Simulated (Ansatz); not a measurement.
The structure in question:

```
Hf O
1.0
     3.67431    0.00000    0.00000
     0.00000    3.67431    0.00000
     0.00000    0.00000    5.57183
Hf O
2 4
Cartesian
  1.8372 1.8372 2.7859
  0.0000 0.0000 0.0000
  0.0000 1.8372 3.7412
  1.8372 0.0000 4.6166
  1.8372 0.0000 1.8307
  0.0000 1.8372 0.9552
```

> What would you see if this were drawn?

This is HfO₂. It belongs to space group P4_2/nmc (No. 137) and has a primitive tetragonal lattice. With Z = 2, the cell contains 2 Hf, 4 O. The numbers of neighbours within bonding distance are Hf 8 and O 4. Not all metal-metal contacts are counted.

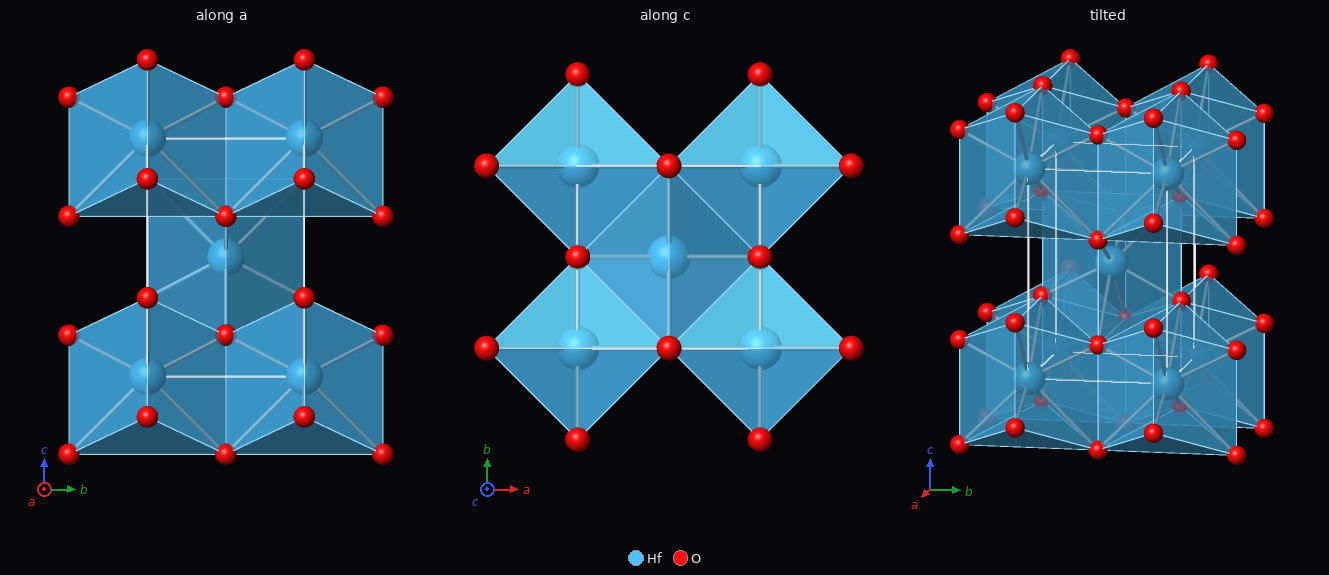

The figure gives a polyhedral picture of the atoms, viewed along the a axis, along the c axis and slightly off an axis. The edges of the conventional unit cell are marked. Some atoms of the next cells are drawn as well. Colours: hafnium blue, oxygen red.

The cell started as a structure listed in the Materials Project. It was relaxed at fixed volume with DFT PBE, scalar-relativistic, plane waves, PAW in Ansatz 0.2.0.

At this level of theory the cell isn't at rest (stretched, at -12 GPa), so its distances can differ from those at equilibrium, the more so the softer the solid.
